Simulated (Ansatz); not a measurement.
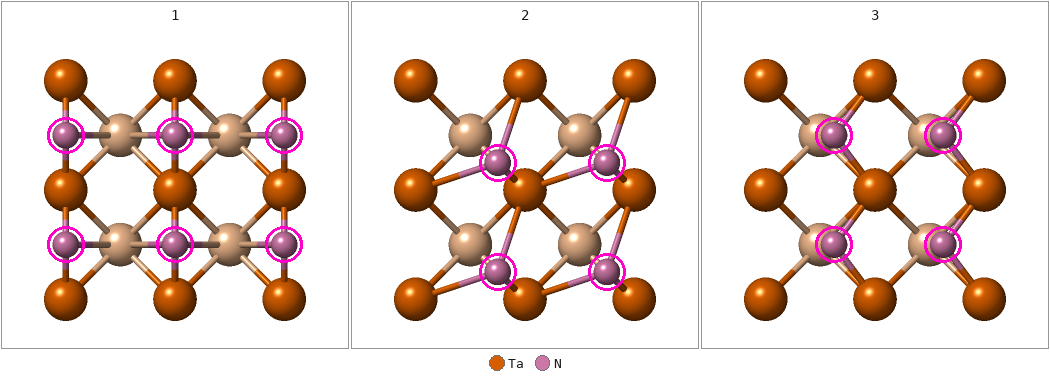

N on a Ta(100) slab cut from the Im-3m phase, its upper half relaxed before the scan (4 atoms of substrate and one adsorbate in a 1 × 1 cell). N is moved over the surface cell; relaxed at each place: the height of the adsorbate's atoms; substrate rigid; the origin of the map has the adsorbate above Ta4. Places are given modulo a cell vector. The map is drawn in real space over the plane of the surface. The scan uses an 8 × 8 grid; 15 points were computed and 49 follow by symmetry. Energies: eV, counted from the lowest grid point. With one adsorbate in each 1 × 1 cell, its nearest image is 3.3 Å away, so neighbouring adsorbates interact. Theory: Ansatz 0.2.0, DFT PBE, scalar-relativistic, plane waves, PAW. Settings: cutoff 420 eV, k-mesh 8×8×1, gaussian smearing 0.1 eV, no spin polarisation.

The numbered pictures are structures from this grid. Rings mark the moved atoms.

### Which is the most stable, and how do the others follow?

3, at (5/8, 4/8) of the cell vectors [nearest 3 Ta at 2.14 Å]: 0.00 eV; 1, at a bridge site between two Ta atoms, (0/8, 4/8) of the cell vectors: 1.02 eV; 2, at (6/8, 2/8) of the cell vectors [nearest 1 Ta at 1.78 Å]: 2.78 eV.

The map, with the structures marked:

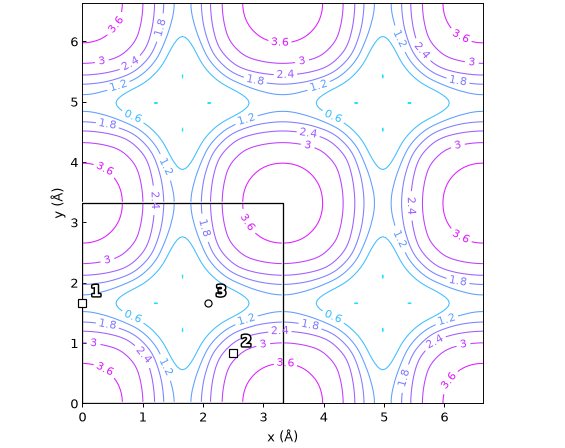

In the figure: contour lines labelled in eV, the outline of one cell of the 2 × 2 shown. Between grid points the surface is interpolated.

PAW datasets: the set soft_1.
